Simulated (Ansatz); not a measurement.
```
Ga Se
1.0
     3.81604    0.00000    0.00000
    -1.90802    3.30478    0.00000
     0.00000    0.00000   18.75004
Ga Se
4 4
Direct
  0.33333 0.66667 0.18416
  0.66667 0.33333 0.68416
  0.33333 0.66667 0.31584
  0.66667 0.33333 0.81584
  0.33333 0.66667 0.62166
  0.66667 0.33333 0.12166
  0.33333 0.66667 0.87834
  0.66667 0.33333 0.37834
```

Space group P6₃/mmc; a structure generated by program, which may or may not match a known phase; changed on purpose from its base cell (volume × 1.03, shape and atoms relaxed).

These are results of DFT PBE, scalar-relativistic, plane waves, PAW in Ansatz 0.2.0, not measurements.

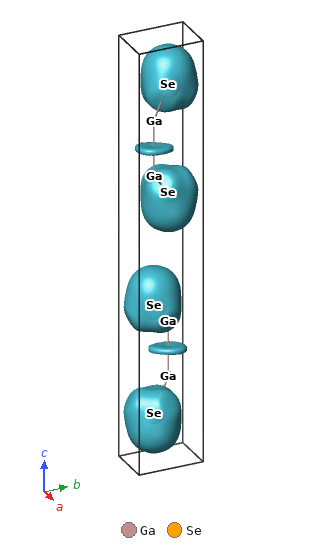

GaSe. Isosurface of the ELF at 0.65 (cyan), seen slightly off an axis. Core shells and regions of very low density are left out. Sticks mark near contacts.

Core electrons are frozen (PAW), and the valence fields are smoothed inside the atomic spheres.

Identify the bonds, lone pairs and shells in this picture.

The ELF exceeds this value in two regions between bonded Ga–Ga atoms (shared pairs) and four regions on Se in which the atom's valence shell and bonds are merged, counted in one cell of 8 atoms. Any copies at cell faces, edges or corners count once. Along the contacts the grid gives the following. Ga–Ga (2.47 Å): the ELF peaks at about 0.70 between the atoms. Ga–Se (2.50 Å): the ELF is about 0.70 at the midpoint.
